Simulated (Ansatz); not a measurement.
Geometry relaxation of In32P32 (part 1 of 2)

In32P32 (F-43m, 64 atoms in the cell), computed with DFT, PBEsol, PAW, plane waves (Ansatz 0.2.0).

The structure was built on a prototype by a generator.

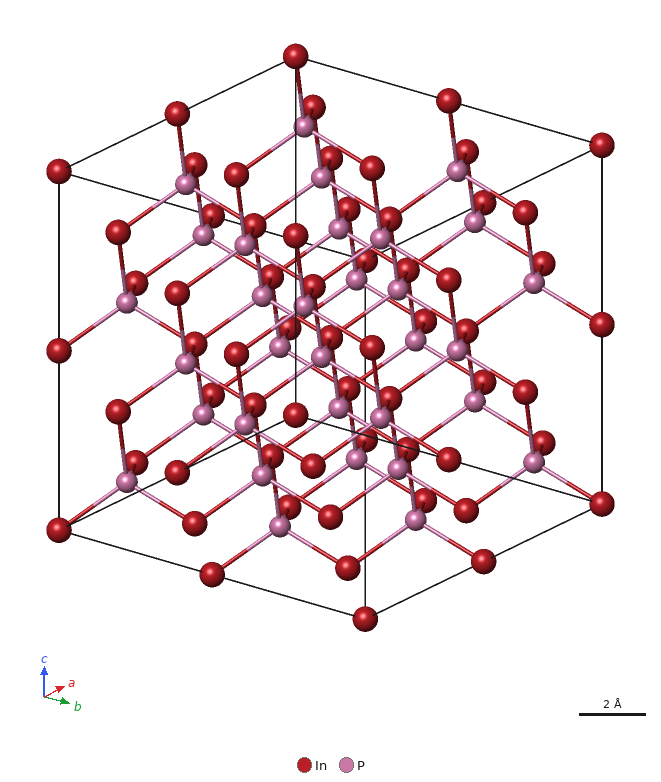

Fig. 1: The input geometry (ball-and-stick view of the cell of the calculation, seen at an oblique angle). Near neighbours in the crystal (not all of them lie inside the picture): In has 4 P at 2.55 Å; P has 4 In at 2.55 Å.

Input file
```yaml
crystal:
  lattice:
    - [11.756020, 0.000000, 0.000000]
    - [0.000000, 11.756020, 0.000000]
    - [0.000000, 0.000000, 11.756020]
  atoms:
    - { symbol: In, position: [0.000000, 0.000000, 0.000000] }
    - { symbol: In, position: [0.000000, 0.000000, 0.500000] }
    - { symbol: In, position: [0.000000, 0.500000, 0.000000] }
    - { symbol: In, position: [0.000000, 0.500000, 0.500000] }
    - { symbol: In, position: [0.500000, 0.000000, 0.000000] }
    - { symbol: In, position: [0.500000, 0.000000, 0.500000] }
    - { symbol: In, position: [0.500000, 0.500000, 0.000000] }
    - { symbol: In, position: [0.500000, 0.500000, 0.500000] }
    - { symbol: In, position: [0.250000, 0.250000, 0.000000] }
    - { symbol: In, position: [0.250000, 0.250000, 0.500000] }
    - { symbol: In, position: [0.250000, 0.750000, 0.000000] }
    - { symbol: In, position: [0.250000, 0.750000, 0.500000] }
    - { symbol: In, position: [0.750000, 0.250000, 0.000000] }
    - { symbol: In, position: [0.750000, 0.250000, 0.500000] }
    - { symbol: In, position: [0.750000, 0.750000, 0.000000] }
    - { symbol: In, position: [0.750000, 0.750000, 0.500000] }
    - { symbol: In, position: [0.250000, 0.000000, 0.250000] }
    - { symbol: In, position: [0.250000, 0.000000, 0.750000] }
    - { symbol: In, position: [0.250000, 0.500000, 0.250000] }
    - { symbol: In, position: [0.250000, 0.500000, 0.750000] }
    - { symbol: In, position: [0.750000, 0.000000, 0.250000] }
    - { symbol: In, position: [0.750000, 0.000000, 0.750000] }
    - { symbol: In, position: [0.750000, 0.500000, 0.250000] }
    - { symbol: In, position: [0.750000, 0.500000, 0.750000] }
    - { symbol: In, position: [0.000000, 0.250000, 0.250000] }
    - { symbol: In, position: [0.000000, 0.250000, 0.750000] }
    - { symbol: In, position: [0.000000, 0.750000, 0.250000] }
    - { symbol: In, position: [0.000000, 0.750000, 0.750000] }
    - { symbol: In, position: [0.500000, 0.250000, 0.250000] }
    - { symbol: In, position: [0.500000, 0.250000, 0.750000] }
    - { symbol: In, position: [0.500000, 0.750000, 0.250000] }
    - { symbol: In, position: [0.500000, 0.750000, 0.750000] }
    - { symbol: P, position: [0.125000, 0.125000, 0.125000] }
    - { symbol: P, position: [0.125000, 0.125000, 0.625000] }
    - { symbol: P, position: [0.125000, 0.625000, 0.125000] }
    - { symbol: P, position: [0.125000, 0.625000, 0.625000] }
    - { symbol: P, position: [0.625000, 0.125000, 0.125000] }
    - { symbol: P, position: [0.625000, 0.125000, 0.625000] }
    - { symbol: P, position: [0.625000, 0.625000, 0.125000] }
    - { symbol: P, position: [0.625000, 0.625000, 0.625000] }
    - { symbol: P, position: [0.375000, 0.375000, 0.125000] }
    - { symbol: P, position: [0.375000, 0.375000, 0.625000] }
    - { symbol: P, position: [0.375000, 0.875000, 0.125000] }
    - { symbol: P, position: [0.375000, 0.875000, 0.625000] }
    - { symbol: P, position: [0.875000, 0.375000, 0.125000] }
    - { symbol: P, position: [0.875000, 0.375000, 0.625000] }
    - { symbol: P, position: [0.875000, 0.875000, 0.125000] }
    - { symbol: P, position: [0.875000, 0.875000, 0.625000] }
    - { symbol: P, position: [0.375000, 0.125000, 0.375000] }
    - { symbol: P, position: [0.375000, 0.125000, 0.875000] }
    - { symbol: P, position: [0.375000, 0.625000, 0.375000] }
    - { symbol: P, position: [0.375000, 0.625000, 0.875000] }
    - { symbol: P, position: [0.875000, 0.125000, 0.375000] }
    - { symbol: P, position: [0.875000, 0.125000, 0.875000] }
    - { symbol: P, position: [0.875000, 0.625000, 0.375000] }
    - { symbol: P, position: [0.875000, 0.625000, 0.875000] }
    - { symbol: P, position: [0.125000, 0.375000, 0.375000] }
    - { symbol: P, position: [0.125000, 0.375000, 0.875000] }
    - { symbol: P, position: [0.125000, 0.875000, 0.375000] }
    - { symbol: P, position: [0.125000, 0.875000, 0.875000] }
    - { symbol: P, position: [0.625000, 0.375000, 0.375000] }
    - { symbol: P, position: [0.625000, 0.375000, 0.875000] }
    - { symbol: P, position: [0.625000, 0.875000, 0.375000] }
    - { symbol: P, position: [0.625000, 0.875000, 0.875000] }
  symmetry: { detect: false }
kpoints:
  mp_grid: { grid: [1, 1, 1], shift: [0.25, 0.25, 0.25] }
hamiltonian:
  xc: pbesol
scf:
  occupations: { method: fermi_dirac, width: 0.01 }
relax:
  f_tol: 0.03
  max_steps: 80
  escape_saddle: false
  adjacent_minimum: "off"
  cell: { fix: [shape] }
output:
  forces: true
  eigenvalues: true
  populations: true
```

Machine: 1 × NVIDIA GB300 Max-Q, 8 threads of Arm Neoverse-V2, 80 GiB of memory available, shared host.

Run as:
```bash
ansatz run in.yaml --threads 8 --pin off --max-ram 76000MiB --runs-dir r --events-out ev --progress --plain --backend cuda --devices 0,
```

What the program printed
```
Pseudopotentials: kind: paw
Functional definition: PBEsol
  exchange = pbesol_x
  correlation = pbesol_c
Crystal: 64 atoms, lattice volume = 1624.729 Å³
Basis set: ecut = 420 eV, 31559 PW (Γ), exchange–correlation on 160×160×160 points (8 copies of the dense FFT grid, shifted against one another)
Bands: 352, of which v1, the nominal top of the filled ones, is band 288 counted from 1 (287 counted from 0)
Symmetry: 1 space group operations
k-points: 1
Non-local potential: In, projectors of the file, l = 0: 2, l = 1: 2, l = 2: 2, l = 3: 2
Non-local potential: P, projectors of the file, l = 0: 2, l = 1: 2, l = 2: 2
PAW form: soft (Blöchl's): semilocal exchange-correlation on the pseudo side does not see the compensation charge
PAW frozen core: In, regenerated for the run's functional, and the local potential with it (the file was generated under x = pbe(κ = 0.804, μ = 0.2195149727645171), c = pbe(β = 0.06672455060314922))
PAW frozen core: P, regenerated for the run's functional, and the local potential with it (the file was generated under x = pbe(κ = 0.804, μ = 0.2195149727645171), c = pbe(β = 0.06672455060314922))
PAW one-centre angular grid: In, 590 points (default); XC on 64 Gauss nodes
PAW one-centre angular grid: P, 110 points (default); XC on 64 Gauss nodes
Initial density: superposition of atomic densities (neutral atoms: chi_scale 0, normalization atom), corrected by the library's trained network
Initial wavefunctions: pseudopotential atomic-orbital guess
Functional: x = pbesol(κ = 0.804, μ = 0.12345679012345678), c = pbesol(β = 0.046)
SCF iter   1: F=—  HF=-200507.961133 eV  |F-HF|=—  |Δ(HF+E_count)|=         —  Δρ=5.95e-3  dr2=9.02e-1  ethr=1.77e-3  ⟨swp⟩=8.0  Hψ=1449  notcnv=0  defer=1
preconditioner: auto → Resta (q_TF=auto, 2.295 Å⁻¹)  ε∞=3.8  [insulator: Δε(μ)=1.600 eV  Ē_g=13.154 eV  σ=0.010 eV  W_gap=1.00  n_scr=340 (ndim 8)  ℏωp=22.1 eV  f_vac=0.023  D(μ)=0.00/eV (n_scr^D=0)  ε∞_Penn≈3.8]
SCF iter   2: F=—  HF=-200507.727196 eV  |F-HF|=—  |Δ(HF+E_count)|=   2.34e-1  Δρ=2.49e-3  dr2=1.60e-1  ethr=1.57e-4  ⟨swp⟩=2.0  Hψ=503  notcnv=0  defer=59
SCF iter   3: F=—  HF=-200507.696005 eV  |F-HF|=—  |Δ(HF+E_count)|=   3.12e-2  Δρ=5.41e-4  dr2=6.63e-3  ethr=2.77e-5  ⟨swp⟩=3.0  Hψ=430  notcnv=0  defer=59
SCF iter   4: F=—  HF=-200507.702223 eV  |F-HF|=—  |Δ(HF+E_count)|=   6.22e-3  Δρ=1.49e-4  dr2=5.63e-4  ethr=1.15e-6  ⟨swp⟩=2.0  Hψ=426  notcnv=0  defer=59
SCF iter   5: F=—  HF=-200507.697024 eV  |F-HF|=—  |Δ(HF+E_count)|=   5.20e-3  Δρ=4.27e-5  dr2=3.92e-5  ethr=9.77e-8  ⟨swp⟩=2.0  Hψ=581  notcnv=0  defer=59
SCF iter   6: F=—  HF=-200507.698045 eV  |F-HF|=—  |Δ(HF+E_count)|=   1.02e-3  Δρ=1.34e-5  dr2=1.61e-5  ethr=6.80e-9  ⟨swp⟩=3.0  Hψ=475  notcnv=0  defer=59
SCF iter   7: F=—  HF=-200507.698044 eV  |F-HF|=—  |Δ(HF+E_count)|=   9.27e-7  Δρ=4.29e-6  dr2=3.76e-7  ethr=2.80e-9  ⟨swp⟩=2.0  Hψ=372  notcnv=0  defer=59
SCF iter   8: F=-200507.698044 eV  HF=-200507.698044 eV  |F-HF|=1.48e-8  |Δ(HF+E_count)|=   4.30e-7  Δρ=1.07e-6  dr2=3.10e-8  ethr=1.74e-11  ⟨swp⟩=13.0  Hψ=1697  notcnv=0
SCF 1 converged in 8 iterations: F = -200507.698044 eV  dr2 = 3.10e-8
  greatest PAW one-centre occupation: 0.981 electrons in one spin orbital (limit 2), on the In atom at site 9 (counted from 0), in its partial waves of l = 2
relax step   1: F+E_penalty+E_count = -200507.69804419 eV  Δ(F+E_penalty+E_count) = +0.000e0 eV  max|allowed force component| = 1.618e-2 eV/Å  Δτ_max = 0.0000 Å  P = +0.015 GPa  Ω = 1624.729 Å³  fix = [alpha, beta, gamma, b/a, c/a]  reactions: b/a +0.000, c/a -0.000 GPa; alpha +0.440, beta +0.440, gamma +0.440 GPa/rad  (8 SCF iters, dr2 threshold 1.00e-7 eV, accepted)
Initial density: handed on by an earlier stage of this run
Initial wavefunctions: pseudopotential atomic-orbital guess (no wavefunctions were taken with the density)
iter 1 solved again at ethr=6.13e-8 eV; its pass at ethr=3.10e-3 eV (dr2=3.53e-4 eV) is discarded
SCF iter   1: F=—  HF=-200507.697071 eV  |F-HF|=—  |Δ(HF+E_count)|=         —  Δρ=1.26e-6  dr2=3.59e-8  ethr=6.13e-8  ⟨swp⟩=5.0  Hψ=2682  notcnv=0
eigensolver tolerance schedule: the retry pair's looser diagonalisation over-reported the residual by 9836.74 of it (diagonalisation noise at 0.24 of the residual, at the tolerance the schedule requests for it); recorded, not acted on — ethr = c·dr2/N_el stays at c = 1.0e-1
preconditioner: auto → Resta (q_TF=auto, 2.295 Å⁻¹)  ε∞=3.8  [insulator: Δε(μ)=1.648 eV  Ē_g=13.167 eV  σ=0.010 eV  W_gap=1.00  n_scr=340 (ndim 8)  ℏωp=22.1 eV  f_vac=0.010  D(μ)=0.00/eV (n_scr^D=0)  ε∞_Penn≈3.8]
SCF iter   2: F=—  HF=-200507.698044 eV  |F-HF|=—  |Δ(HF+E_count)|=   9.73e-4  Δρ=6.72e-7  dr2=8.38e-9  ethr=6.23e-12  ⟨swp⟩=4.0  Hψ=877  notcnv=0
SCF iter   3: F=—  HF=-200507.698044 eV  |F-HF|=—  |Δ(HF+E_count)|=   9.28e-9  Δρ=3.70e-7  dr2=3.03e-9  ethr=1.46e-12  ⟨swp⟩=2.0  Hψ=507  notcnv=0
SCF iter   4: F=-200507.698044 eV  HF=-200507.698044 eV  |F-HF|=0.00e0  |Δ(HF+E_count)|=   5.73e-9  Δρ=8.90e-8  dr2=2.60e-10  ethr=1.00e-12  ⟨swp⟩=5.0  Hψ=1416  notcnv=0
SCF 2 converged in 4 iterations: F = -200507.698044 eV  dr2 = 2.60e-10
  greatest PAW one-centre occupation: 0.981 electrons in one spin orbital (limit 2), on the In atom at site 3 (counted from 0), in its partial waves of l = 2
relax step   2: F+E_penalty+E_count = -200507.69804419 eV  Δ(F+E_penalty+E_count) = +5.588e-9 eV  max|allowed force component| = 1.617e-2 eV/Å  Δτ_max = 0.0000 Å  P = +0.015 GPa  Ω = 1624.729 Å³  fix = [alpha, beta, gamma, b/a, c/a]  reactions: b/a +0.000, c/a -0.000 GPa; alpha +0.440, beta +0.440, gamma +0.440 GPa/rad  stress off target by 1.50e-2 GPa on what of the cell is left free  SCF on the
SCF converged after 4 iterations
Free energy (F): -200507.698044 eV
Harris-Foulkes:  -200507.698044 eV  (|F-HF|=0.00e0)
Internal energy: -200507.698044 eV  (E = F + TS)
E sigma→0 (E₀):  -200507.698044 eV
Fermi energy:    7.427798 eV
--- Per-component energies (eV) ---
  E_band       = -1776.132203
  E_kinetic    = 10027.745090
  E_local      = -44937.002340  (includes V_loc(G=0)·N_el)
  E_nonlocal   = 12888.537936
  E_hartree    = 17671.993390
  E_xc         = -8769.302207
  E_vxc        = -5122.348208  (∫ρ·V_xc dr)
  E_paw        = -148449.070600  (= ΣΔE_a)
  E_vpaw       = -9977.052648  (= ΣTr[D̂ρ^β])
  E_aug_tail   = 0.000929  (compensation charges beyond the density's cutoff)
  E_ewald      = -38949.624197
  E_core_change = 9.023954  (= ΣΔE_core)
  E_smearing   = -0.000000  (= −TS)
  E_closure    = 0.000000  (closes the sum)
  Σ components = -200507.698044   (vs F -200507.698044, Δ=0.00e0)
```
